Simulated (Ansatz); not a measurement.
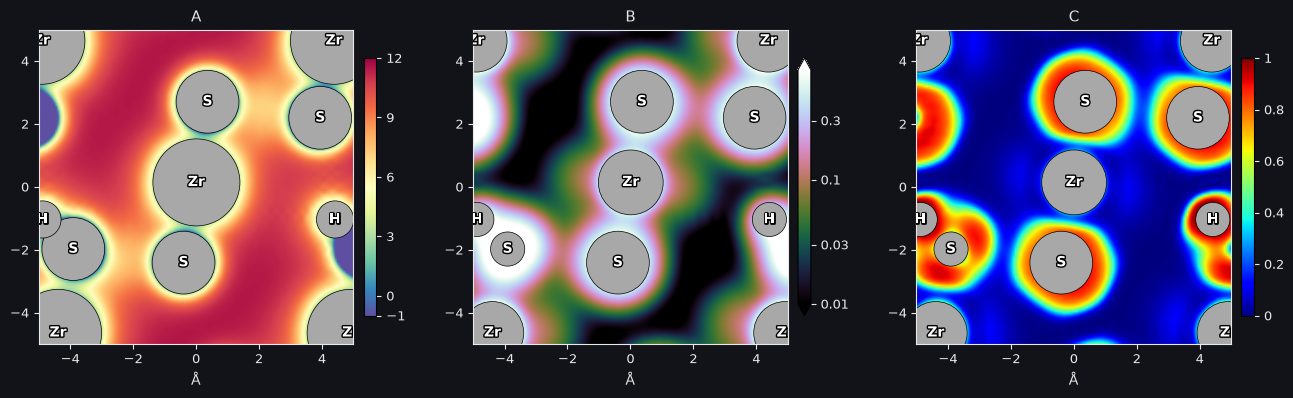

Zr8HS16 (cell charge +1, with a compensating background) (cell with a defect): 3 fields on the (001) plane of the calculation cell, with unlabelled colour scales. Grey discs cover the atomic cores.

Level of theory: DFT PBE, scalar-relativistic, plane waves, PAW (Ansatz 0.2.0).

### The panels show electron localisation function, electrostatic potential energy of an electron and valence pseudo-density in some order. Assign them.

Panel A: electrostatic potential energy of an electron (low next to the atoms, rising into the space between them). Panel B: valence pseudo-density. Panel C: electron localisation function. From the grid: Zr–S (2.49 Å): the density is about 0.51 e/Å³ at the midpoint; the ELF peaks at about 0.85 in the valence shell of S, 0.8 Å from its nucleus, and is about 0.40 at the midpoint.
